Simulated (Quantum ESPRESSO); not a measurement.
# SrO (Fm-3m): zone-centre phonons, part 2 of 4

Aim: the zone-centre modes of SrO (Fm-3m).

Quantum ESPRESSO 7.5; DFT LDA, scalar-relativistic, plane waves, JTH PAW pseudopotentials.

So far. Step 2 (A probe with smearing): A gap of 3.2 eV opens on this mesh, so the crystal is taken as an insulator; the start stands at -4.3 GPa. Step 4 (Self-consistent run for the response): The cell stands at -0.24 GPa, close enough for stiff modes, while soft ones can move.

The database entry behind the starting cell differs from later determinations by our own check (about 0.5 % short), so it need not match the best structure at ambient conditions.

## 5. Linear response at Γ

At q = 0 one unit cell holds all displacements; symmetry groups them into irreducible representations that are solved one by one. The response to a field gives ε∞ and the Born charges, which polar modes need.

ph.in reads:

```
phonons
 &inputph
    prefix='x',
    outdir='./tmp',
    fildyn='g.dyn',
    tr2_ph=1.0d-18,
    epsil=.true.,
 /
0.000000000000 0.000000000000 0.000000000000
```

Run with:

```
OMP_NUM_THREADS=1 mpirun -n 4 ph.x -nk 4 -in ph.in > ph.out
```

Output:

```text
[banners, grids, parts of the stress and lines that vanish by symmetry left out]
[banner, memory and clock lines left out]
Program PHONON v.7.5

     ./tmp/x.save/

     file Sr.upf: wavefunction(s)  5S 0P 4D 0D renormalized
     file O.upf: wavefunction(s)  0S 2P 0P renormalized

     IMPORTANT: XC functional enforced from input :
     Exchange-correlation= PW
                           (   1   4   0   0   0   0   0)
     Any further DFT definition will be discarded
     Please, verify this is what you really want

     G-vector sticks info

     Check: negative core charge=   -0.000003
     Reading collected, re-writing distributed wavefunctions in ./tmp/

     Number and degeneracy of irreps per q-point
       N         xq(1)         xq(2)         xq(3)   N irreps
       1   0.000000000   0.000000000   0.000000000       2
        3   3

     Calculation of q =    0.0000000   0.0000000   0.0000000

     phonons

     bravais-lattice index     =            0
     lattice parameter (alat)  =       6.7630  a.u.
     unit-cell volume          =     218.7259 (a.u.)^3
     number of atoms/cell      =            2
     number of atomic types    =            2
     kinetic-energy cut-off    =      60.0000  Ry
     charge density cut-off    =     480.0000  Ry
     convergence threshold     =      1.0E-18
     beta                      =       0.7000
     number of iterations used =            4
     Exchange-correlation= PW
                           (   1   4   0   0   0   0   0)

     celldm(1)=    6.76298  celldm(2)=    0.00000  celldm(3)=    0.00000
     celldm(4)=    0.00000  celldm(5)=    0.00000  celldm(6)=    0.00000

     crystal axes: (cart. coord. in units of alat)
               a(1) = ( -0.7071  0.0000  0.7071 )
               a(2) = (  0.0000  0.7071  0.7071 )
               a(3) = ( -0.7071  0.7071  0.0000 )

     reciprocal axes: (cart. coord. in units 2 pi/alat)
               b(1) = ( -0.7071 -0.7071  0.7071 )
               b(2) = (  0.7071  0.7071  0.7071 )
               b(3) = ( -0.7071  0.7071 -0.7071 )

     Atoms inside the unit cell:

     Cartesian axes

     site n.  atom      mass           positions (alat units)
        1  Sr     87.6200   tau(    1) = (   -0.70711    0.70711    0.70711  )
        2  O      15.9990   tau(    2) = (    0.00000    0.00000    0.00000  )

     Computing dynamical matrix for
                    q = (   0.0000000   0.0000000   0.0000000 )

     49 Sym.Ops. (with q -> -q+G )

     G cutoff =  556.1069  (  38949 G-vectors)     FFT grid: ( 48, 48, 48)
     G cutoff =  278.0534  (  13803 G-vectors)  smooth grid: ( 36, 36, 36)
     number of k points=    29
                       cart. coord. in units 2pi/alat
        k(    1) = (   0.0000000   0.0000000   0.0000000), wk =   0.0039062
        k(    2) = (  -0.0883883   0.0883883  -0.0883883), wk =   0.0312500
        k(    3) = (  -0.1767767   0.1767767  -0.1767767), wk =   0.0312500
        [... further k-points left out ...]

     PseudoPot. # 1 for Sr read from file:
     ./pseudo/Sr.upf
     Pseudo is Projector augmented-wave + core cor, Zval = 10.0
     Shape of augmentation charge: SINC**2
     Using radial grid of 1068 points,  6 beta functions with:
                l(1) =   0
                l(2) =   0
                l(3) =   1
                l(4) =   1
                l(5) =   2
                l(6) =   2
     Q(r) pseudized with 0 coefficients

     PseudoPot. # 2 for O  read from file:
     ./pseudo/O.upf
     Pseudo is Projector augmented-wave + core cor, Zval =  6.0
     Shape of augmentation charge: SINC**2
     Using radial grid of  943 points,  4 beta functions with:
                l(1) =   0
                l(2) =   0
                l(3) =   1
                l(4) =   1
     Q(r) pseudized with 0 coefficients

     Mode symmetry, O_h (m-3m)  point group:

     Electric field:
     Dielectric constant
     Born effective charges as d Force / d E

     Atomic displacements:
     There are    2 irreducible representations

     Representation     1      3 modes -  To be done

     Representation     2      3 modes -  To be done

     Alpha used in Ewald sum =   2.8000

     Electric Fields Calculation

      iter #   1   av.it.:   6.3
      thresh= 1.000E-02 alpha_mix =  0.700 |ddv_scf|^2 =  2.688E-08

      iter #   2   av.it.:  11.6
      thresh= 1.639E-05 alpha_mix =  0.700 |ddv_scf|^2 =  1.223E-09

      iter #   3   av.it.:  11.5
      thresh= 3.496E-06 alpha_mix =  0.700 |ddv_scf|^2 =  3.218E-11

      iter #   4   av.it.:  11.5
      thresh= 5.672E-07 alpha_mix =  0.700 |ddv_scf|^2 =  1.154E-12

      iter #   5   av.it.:  11.1
      thresh= 1.074E-07 alpha_mix =  0.700 |ddv_scf|^2 =  2.061E-14

      iter #   6   av.it.:  11.3
      thresh= 1.436E-08 alpha_mix =  0.700 |ddv_scf|^2 =  5.750E-17

      iter #   7   av.it.:  11.2
      thresh= 7.583E-10 alpha_mix =  0.700 |ddv_scf|^2 =  2.899E-18

      iter #   8   av.it.:  11.4
      thresh= 1.703E-10 alpha_mix =  0.700 |ddv_scf|^2 =  3.417E-21

     End of electric fields calculation

          Dielectric constant in cartesian axis

          (       3.872293112       0.000000000       0.000000000 )
          (       0.000000000       3.872293112      -0.000000000 )
          (       0.000000000      -0.000000000       3.872293112 )

          Effective charges (d Force / dE) in cartesian axis without acoustic sum rule applied (asr)

           atom    1  Sr    Mean Z*:        2.47367
      Ex  (        2.47367        0.00000        0.00000 )
      Ey  (        0.00000        2.47367        0.00000 )
      Ez  (       -0.00000        0.00000        2.47367 )
           atom    2  O     Mean Z*:       -2.46918
      Ex  (       -2.46918        0.00000       -0.00000 )
      Ey  (        0.00000       -2.46918       -0.00000 )
      Ez  (       -0.00000       -0.00000       -2.46918 )

          Effective charges Sum: Mean:        0.00449
              0.00449        0.00000       -0.00000
              0.00000        0.00449       -0.00000
             -0.00000        0.00000        0.00449

          Effective charges (d Force / dE) in cartesian axis with asr applied:
           atom    1  Sr    Mean Z*:        2.47143
      E*x (        2.47143        0.00000        0.00000 )
      E*y (        0.00000        2.47143        0.00000 )
      E*z (        0.00000        0.00000        2.47143 )
           atom    2  O     Mean Z*:       -2.47143
      E*x (       -2.47143       -0.00000       -0.00000 )
      E*y (       -0.00000       -2.47143       -0.00000 )
      E*z (       -0.00000       -0.00000       -2.47143 )

     Representation #   1 modes #   1   2   3

     Self-consistent Calculation

      iter #   1   av.it.:   6.3
      thresh= 1.000E-02 alpha_mix =  0.700 |ddv_scf|^2 =  4.066E-07

      iter #   2   av.it.:  11.6
      thresh= 6.376E-05 alpha_mix =  0.700 |ddv_scf|^2 =  7.048E-09

      iter #   3   av.it.:  11.9
      thresh= 8.395E-06 alpha_mix =  0.700 |ddv_scf|^2 =  1.106E-10

      iter #   4   av.it.:  11.6
      thresh= 1.052E-06 alpha_mix =  0.700 |ddv_scf|^2 =  2.907E-13

      iter #   5   av.it.:  11.4
      thresh= 5.392E-08 alpha_mix =  0.700 |ddv_scf|^2 =  1.271E-15

      iter #   6   av.it.:  11.2
      thresh= 3.564E-09 alpha_mix =  0.700 |ddv_scf|^2 =  1.615E-17

      iter #   7   av.it.:  11.6
      thresh= 4.019E-10 alpha_mix =  0.700 |ddv_scf|^2 =  2.649E-19

     End of self-consistent calculation

     Convergence has been achieved

     Representation #   2 modes #   4   5   6

     Self-consistent Calculation

      iter #   1   av.it.:   6.7
      thresh= 1.000E-02 alpha_mix =  0.700 |ddv_scf|^2 =  3.715E-07

      iter #   2   av.it.:  11.8
      thresh= 6.095E-05 alpha_mix =  0.700 |ddv_scf|^2 =  2.468E-08

      iter #   3   av.it.:  11.5
      thresh= 1.571E-05 alpha_mix =  0.700 |ddv_scf|^2 =  7.522E-11

      iter #   4   av.it.:  11.5
      thresh= 8.673E-07 alpha_mix =  0.700 |ddv_scf|^2 =  3.296E-13

      iter #   5   av.it.:  11.4
      thresh= 5.741E-08 alpha_mix =  0.700 |ddv_scf|^2 =  1.938E-14

      iter #   6   av.it.:  10.8
      thresh= 1.392E-08 alpha_mix =  0.700 |ddv_scf|^2 =  3.024E-17

      iter #   7   av.it.:  11.7
      thresh= 5.499E-10 alpha_mix =  0.700 |ddv_scf|^2 =  8.879E-19

     End of self-consistent calculation

     Convergence has been achieved

     Number of q in the star =    1
     List of q in the star:
          1   0.000000000   0.000000000   0.000000000

          Dielectric constant in cartesian axis

          (       3.872293112       0.000000000       0.000000000 )
          (       0.000000000       3.872293112      -0.000000000 )
          (       0.000000000      -0.000000000       3.872293112 )

          Effective charges (d Force / dE) in cartesian axis without acoustic sum rule applied (asr)

           atom    1  Sr    Mean Z*:        2.47367
      Ex  (        2.47367        0.00000        0.00000 )
      Ey  (        0.00000        2.47367        0.00000 )
      Ez  (       -0.00000        0.00000        2.47367 )
           atom    2  O     Mean Z*:       -2.46918
      Ex  (       -2.46918        0.00000       -0.00000 )
      Ey  (        0.00000       -2.46918       -0.00000 )
      Ez  (       -0.00000       -0.00000       -2.46918 )

          Effective charges Sum: Mean:        0.00449
              0.00449        0.00000       -0.00000
              0.00000        0.00449       -0.00000
             -0.00000        0.00000        0.00449

          Effective charges (d Force / dE) in cartesian axis with asr applied:
           atom    1  Sr    Mean Z*:        2.47143
      E*x (        2.47143        0.00000        0.00000 )
      E*y (        0.00000        2.47143        0.00000 )
      E*z (        0.00000        0.00000        2.47143 )
           atom    2  O     Mean Z*:       -2.47143
      E*x (       -2.47143       -0.00000       -0.00000 )
      E*y (       -0.00000       -2.47143       -0.00000 )
      E*z (       -0.00000       -0.00000       -2.47143 )

     Diagonalizing the dynamical matrix

     q = (    0.000000000   0.000000000   0.000000000 )

 **************************************************************************
     freq (    1) =       0.038285 [THz] =       1.277058 [cm-1]
     freq (    2) =       0.038285 [THz] =       1.277058 [cm-1]
     freq (    3) =       0.038285 [THz] =       1.277058 [cm-1]
     freq (    4) =       6.461905 [THz] =     215.545953 [cm-1]
     freq (    5) =       6.461905 [THz] =     215.545953 [cm-1]
     freq (    6) =       6.461905 [THz] =     215.545953 [cm-1]
 **************************************************************************

     Mode symmetry, O_h (m-3m)  point group:

     freq (   1-   3) =          1.3  [cm-1]   --> T_1u G_15  G_4- I
     freq (   4-   6) =        215.5  [cm-1]   --> T_1u G_15  G_4- I
```

Elapsed: 67 s, on 4 MPI ranks of Arm Neoverse V2, shared host.

Numbers from this step:

| Item | Value |
| --- | --- |
| miss of the charge sum rule | 0.004490 e |
| largest acoustic frequency at the zone centre before the sum rule | 1.28 cm⁻¹ |
| highest optical zone-centre mode (no LO-TO term) | 215.6 cm⁻¹ |
| lowest optical zone-centre mode | 215.6 cm⁻¹ |
| mean high-frequency dielectric constant | 3.872 |
| largest Born charge in size (third of the trace) | 2.474 e |

Born charge (rows field, columns displacement), before the sum rule (e), principal values of the symmetric part by kind of site:

| atom | atoms with these values | low | middle | high | mean |
| --- | --- | --- | --- | --- | --- |
| Sr1 | 1 | 2.47 | 2.47 | 2.47 | 2.47 |
| O2 | 1 | -2.47 | -2.47 | -2.47 | -2.47 |

In full for Sr1:

```
2.47 0.00 0.00
0.00 2.47 0.00
0.00 0.00 2.47
```

High-frequency dielectric tensor:

```
3.87 0.00 0.00
0.00 3.87 0.00
0.00 0.00 3.87
```

The acoustic modes at Γ come out as far as 1.3 cm⁻¹ from zero, where they should vanish, a small numerical error; the Born charges miss their sum rule by 0.0045 e, which is good.

## 6. Modes with the sum rule

A rigid shift of the crystal must cost nothing, but grids and finite bases break this; the acoustic sum rule is imposed before the matrix is diagonalised again. With Born charges the intensities follow, and the static dielectric tensor.

dynmat.in reads:

```
 &input
    fildyn='g.dyn',
    asr='simple',
    fileig='dynmat.eig',
    lperm=.true.,
 /
```

Run with:

```
dynmat.x -in dynmat.in > dynmat.out
```

Output:

```text
[banner, memory and clock lines left out]
Program DYNMAT v.7.5

     Reading Dynamical Matrix from file g.dyn
     ...Force constants read
     ...epsilon and Z* read
     A direction for q was not specified:TO-LO splitting will be absent

     Polarizability (A^3 units)
     multiply by 0.510874 for Clausius-Mossotti correction
         7.408366    0.000000    0.000000
         0.000000    7.408366   -0.000000
         0.000000   -0.000000    7.408366

     IR activities are in (D/A)^2/amu units

# mode   [cm-1]    [THz]      IR
    1      0.00    0.0000    0.0000
    2      0.00    0.0000    0.0000
    3      0.00    0.0000    0.0000
    4    215.53    6.4614   10.4162
    5    215.53    6.4614   10.4162
    6    215.53    6.4614   10.4162

Electronic dielectric permittivity tensor (relative, adimensional)
         3.872293    0.000000    0.000000
         0.000000    3.872293   -0.000000
         0.000000   -0.000000    3.872293

 ... with zone-center polar mode contributions
        18.627334    0.000000    0.000000
         0.000000   18.627334    0.000000
         0.000000    0.000000   18.627334
```

Elapsed: 0.45 s, on 1 thread.

Numbers from this step:

| Quantity | Value |
| --- | --- |
| highest optical zone-centre mode (no LO-TO term) | 215.5 cm⁻¹ |
| lowest optical zone-centre mode | 215.5 cm⁻¹ |
| mean static dielectric constant | 18.63 |

Unit eigenvectors of the mass-weighted matrix after the sum rule; no LO-TO term. Modes at Γ, with each element's share of the kinetic energy:

| mode | frequency (cm⁻¹) | symmetry | Sr % | O % |
| --- | --- | --- | --- | --- |
| 1 | 0.0 | acoustic | 85 | 15 |
| 2 | 0.0 | acoustic | 85 | 15 |
| 3 | 0.0 | acoustic | 85 | 15 |
| 4 | 215.5 | T1u | 15 | 85 |
| 5 | 215.5 | T1u | 15 | 85 |
| 6 | 215.5 | T1u | 15 | 85 |

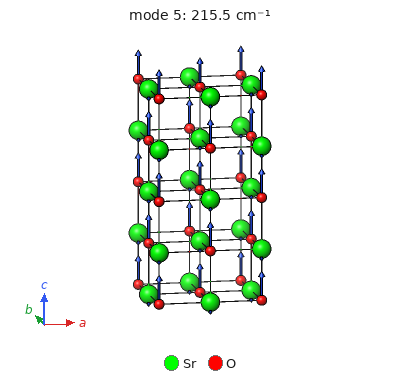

Displacement patterns of mode 5 at Γ; arrows are exaggerated. 1×1×2 conventional cells are drawn. Some periodic images of atoms are drawn too.

Degenerate modes summed, no LO-TO term. Lines of the infrared spectrum (strongest = 100):

| position (cm⁻¹) | lines merged | label | IR intensity, relative |
| --- | --- | --- | --- |
| 216 | 3 | T1u | 100 |

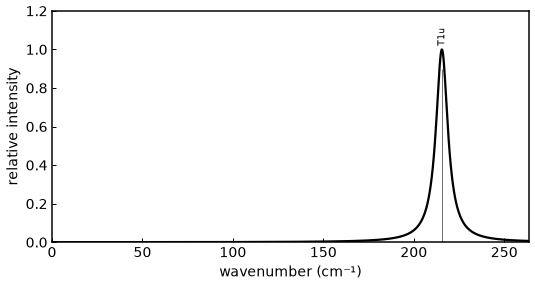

The infrared spectrum, broadened with Lorentzians of width 8 cm⁻¹; bars mark the lines.

Static dielectric tensor (ions relaxed, fixed cell):

```
18.63  0.00  0.00
 0.00 18.63  0.00
 0.00  0.00 18.63
```

The rule moves no optical mode by more than 0.1 cm⁻¹.

## 7. Modes along a direction of q (1 0 0)

A longitudinal polar mode sets up a macroscopic field that stiffens it; the term hangs on the direction from which q goes to zero.

dynmat.in reads:

```
 &input
    fildyn='g.dyn',
    asr='simple',
    fileig='dynmat.eig',
    q(1)=1.0,
    q(2)=0.0,
    q(3)=0.0,
 /
```

Run with:

```
dynmat.x -in dynmat.in > dynmat.out
```

Output:

```text
[banner, memory and clock lines left out]
Program DYNMAT v.7.5

     Reading Dynamical Matrix from file g.dyn
     ...Force constants read
     ...epsilon and Z* read

     Polarizability (A^3 units)
     multiply by 0.510874 for Clausius-Mossotti correction
         7.408366    0.000000    0.000000
         0.000000    7.408366   -0.000000
         0.000000   -0.000000    7.408366

     IR activities are in (D/A)^2/amu units

# mode   [cm-1]    [THz]      IR
    1     -0.00   -0.0000    0.0000
    2      0.00    0.0000    0.0000
    3      0.00    0.0000    0.0000
    4    215.53    6.4614   10.4162
    5    215.53    6.4614   10.4162
    6    472.72   14.1716   10.4162
```

Elapsed: 0.45 s, on 1 thread.

Numbers from this step:

```yaml
highest_mode_moved_by_the_lo_to_term: 472.7 cm⁻¹
```

Zone-centre frequencies as printed; negative means imaginary. Modes:

| mode | frequency (cm⁻¹) |
| --- | --- |
| 1 | 0 |
| 2 | 0 |
| 3 | 0 |
| 4 | 215.5 |
| 5 | 215.5 |
| 6 | 472.7 |

The field moves one mode, from 216 to 473 cm⁻¹; the others stay.

## 8. Self-consistent run for the response, volume × 0.94

Bonds stiffen under compression, so frequencies follow the volume; the atoms are not relaxed anew.

scf.in reads:

```
 &control
    calculation='scf',
    prefix='x',
    outdir='./tmp',
    pseudo_dir='./pseudo',
    tprnfor=.true.,
    tstress=.true.,
 /
 &system
    ibrav=0,
    nat=2,
    ntyp=2,
    ecutwfc=60.0,
    ecutrho=480.0,
    occupations='fixed',
    nbnd=10,
 /
 &electrons
    conv_thr=1.0d-12,
    mixing_beta=0.7,
    electron_maxstep=100,
 /
ATOMIC_SPECIES
 Sr     87.6200  Sr.upf
 O      15.9990  O.upf
CELL_PARAMETERS angstrom
    -2.478946348    0.000000000    2.478946348
     0.000000000    2.478946348    2.478946348
    -2.478946348    2.478946348    0.000000000
ATOMIC_POSITIONS crystal
 Sr     0.500000000   0.500000000   0.500000000
 O      0.000000000   0.000000000   0.000000000
K_POINTS automatic
 8 8 8 0 0 0
```

Run with:

```
OMP_NUM_THREADS=1 mpirun -n 4 pw.x -nk 4 -in scf.in > scf.out
```

Output:

```text
[banners, grids, parts of the stress and lines that vanish by symmetry left out]
[banner, memory and clock lines left out]
Program PWSCF v.7.5

[...]
kinetic-energy cutoff     =      60.0000  Ry
     charge density cutoff     =     480.0000  Ry
     scf convergence threshold =      1.0E-12
[...]
Exchange-correlation= SLA PW NOGX NOGC
                           (   1   4   0   0   0   0   0)
[...]
48 Sym. Ops., with inversion, found
[...]
number of k points=    29
[...]
End of self-consistent calculation
[...]
highest occupied, lowest unoccupied level (ev):     8.8038   11.8380
!    total energy              =    -293.80108073 Ry
[...]
convergence has been achieved in  19 iterations
[...]
atom    1 type  1   force =     0.00000000    0.00000000    0.00000000
     atom    2 type  2   force =     0.00000000    0.00000000    0.00000000
     Total force =     0.000000     Total SCF correction =     0.000000
[...]
total   stress  (Ry/bohr**3)                   (kbar)     P=       71.92
[...]
XML data file, charge density, pseudopotentials, collected wavefunctions
```

It took 6.6 s on 4 MPI ranks; 26 s of CPU time.

Numbers from this step:

* volume per atom: 15.23 Å³
* pressure: 7.192 GPa
* gap on the k-mesh: 3.034 eV

(Continued in part 3 of 4.)

[Host names and launcher messages were left out of these logs when they were recorded.]

[Logs are printed without paths, hosts, clocks, repeated set-up lines and the standing remarks that a program may print on its own settings, such as how far it seeks lower states.]

[Hosts, paths, dates, database ids (printed as entryN), source tags and the programs' standing remarks are cut or masked in the printed files.]
